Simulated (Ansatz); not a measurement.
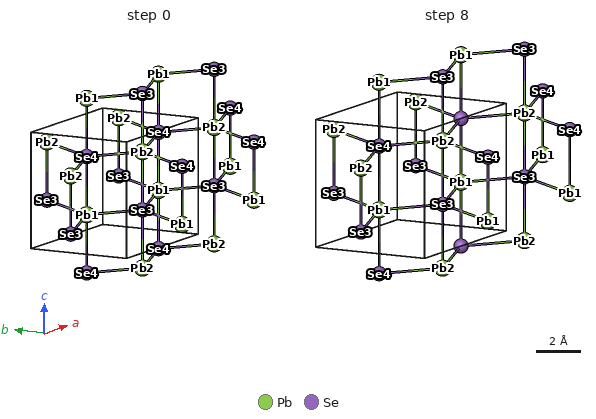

The structure of solid PbSe (built on the h-MgO (five-fold) type) before (left) and after (right) a relaxation, at one scale.

A ball-and-stick model of the cell of the calculation, repeated 2 × 1 × 1 with one cell outlined, seen from a free direction.

Computed with Ansatz, DFT, PBE, plane waves, PAW.

Input file:
```yaml
crystal:
  lattice:
    - [4.5688448777, 0.0, 0.0]
    - [-2.2844224388, 3.95673573, 0.0]
    - [0.0, 0.0, 5.7107526]
  atoms:
    - { symbol: Pb, position: [0.3333333333, 0.6666666667, 0.25] }
    - { symbol: Pb, position: [0.6666666667, 0.3333333333, 0.75] }
    - { symbol: Se, position: [0.6666666667, 0.3333333333, 0.25] }
    - { symbol: Se, position: [0.3333333333, 0.6666666667, 0.75] }
kpoints:
  mp_grid: { grid: [6, 6, 4] }
hamiltonian:
  xc: pbe
scf:
  occupations: { method: fermi_dirac, width: 0.02 }
relax:
  f_tol: 0.005
  cell: {}
```

Describe what moved and what it gained.

The energy falls by 698 meV per atom in 6 accepted moves (8 points after the start). All forces vanish by symmetry, so only the cell relaxes. The pressure goes from 27.26 to 0.03 GPa. The SCF was repeated twice at an unchanged geometry on a basis and grid sized afresh for the cell, which shifted the energy by 3.7 meV per atom at most. No atom moves by more than 0.005 Å relative to the cell. Cell: a = b 4.569 → 5.207 Å (+14.0 %), c 5.711 → 6.261 Å (+9.6 %). Volume +42.4 %. Some distances before and after: Pb1–Se3 2.638 → 3.006 Å, Pb1–Se4 2.855 → 3.131 Å. The space group stays P6_3/mmc (No. 194).
